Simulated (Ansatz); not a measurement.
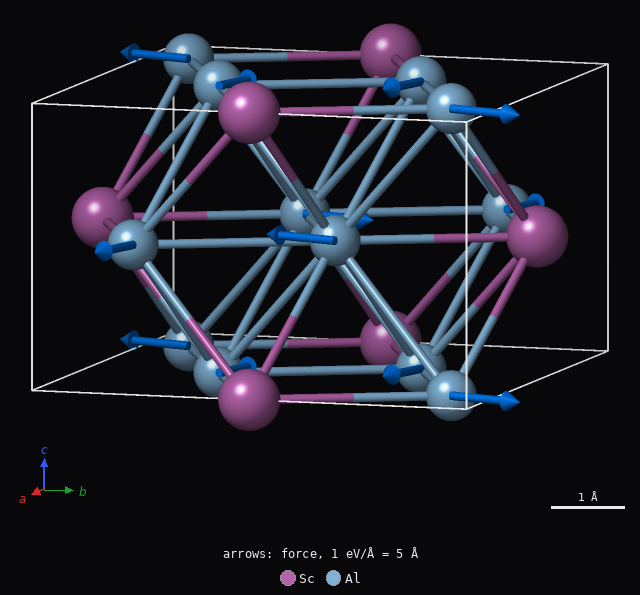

Starting geometry of a crystal of ScAl4 (a generated structure, set up in C2/m) (coarse preliminary run) with the computed forces as blue arrows. Style: ball-and-stick. Shown: the conventional cell (2 times the calculation's cell), slightly off an axis. Lengths and directions refer to the drawn axes.

Computed with DFT PBE, scalar-relativistic, plane waves, PAW in Ansatz. Set-up: plane-wave cutoff 420 eV; k-point mesh 6 × 6 × 4; occupations gaussian; smearing width 0.1 eV; no spin polarisation; cell and atoms relaxed; force threshold 0.04 eV/Å; at most 70 steps.

> What follows when this structure is relaxed?

It isn't relaxed: the largest force vector, on Al atoms, is 0.24 eV/Å. The final displacements follow the starting forces only in part (cosine between the two patterns 0.76). Over 3 accepted moves (4 points after the start) the energy falls by 49.5 meV per atom. Largest force component: 0.21 eV/Å at the start, 0.029 eV/Å at the end. The pressure goes from 8.64 to −0.08 GPa. At 1 point the geometry stayed and the basis and grid were re-selected for the new cell (energy shift of 1.1 meV per atom at most each time). The largest moves relative to the cell, 0.042 Å, are those of Al atoms. Sc stays in place. The drawn cell changes as follows: a 6.354 → 6.634 Å (+4.4 %), b 6.336 → 6.689 Å (+5.6 %), c 4.020 → 4.003 Å (−0.4 %), γ 90.1° → 90.6°; the volume changes by +9.7 %. Among the contacts that change: Al–Al 2.838 → 3.038 Å, Al–Sc 2.838 → 2.998 Å, Al–Sc 2.838 → 2.974 Å, Al–Al 2.838 → 2.973 Å. The space group stays C2/m (No. 12). The run took 20 s on 1 thread of Arm Neoverse V2, on a shared host, peak memory 0.36 GiB.
